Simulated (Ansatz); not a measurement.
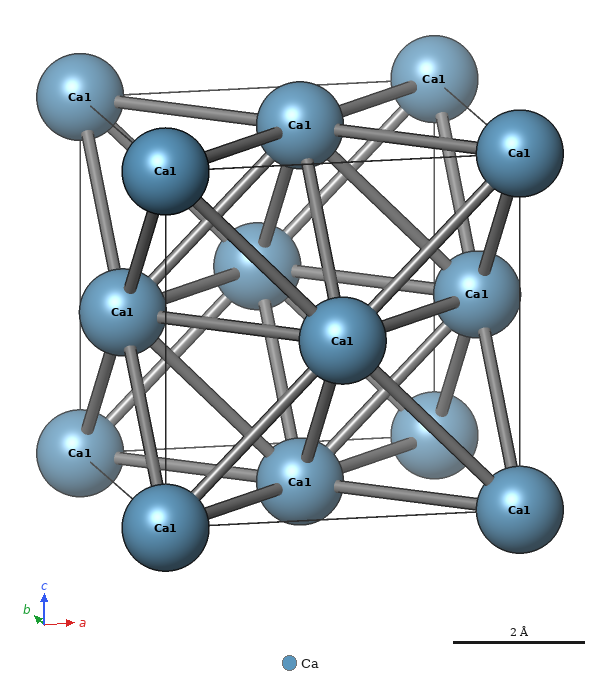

This is a symmetric starting cell of Ca. A ball-and-stick model of the conventional cell (4 times the calculation's cell), seen slightly off an axis. Lengths and directions refer to the drawn axes.

The calculation used Ansatz, DFT PBEsol, scalar-relativistic, plane waves, PAW. Settings: plane-wave cutoff 420 eV; k-point mesh 14 × 14 × 14; occupations gaussian; smearing width 0.1 eV; no spin polarisation.

Now this is done to it. All lengths are scaled by −0.5 % (volume −1.5 %), the atoms keeping their fractional coordinates. No relaxation follows. The starting cell wasn't computed here and needn't be at equilibrium, so pressure and forces aren't due to the change alone.

> What does the calculation give for the changed structure?

Among the bonded contacts that change: Ca–Ca 3.952 → 3.932 Å. The space group stays Fm-3m (No. 225). The pressure is −0.9 GPa (not all of it need come from the change, since the unchanged cell can be under pressure at this level too). All forces vanish by symmetry.
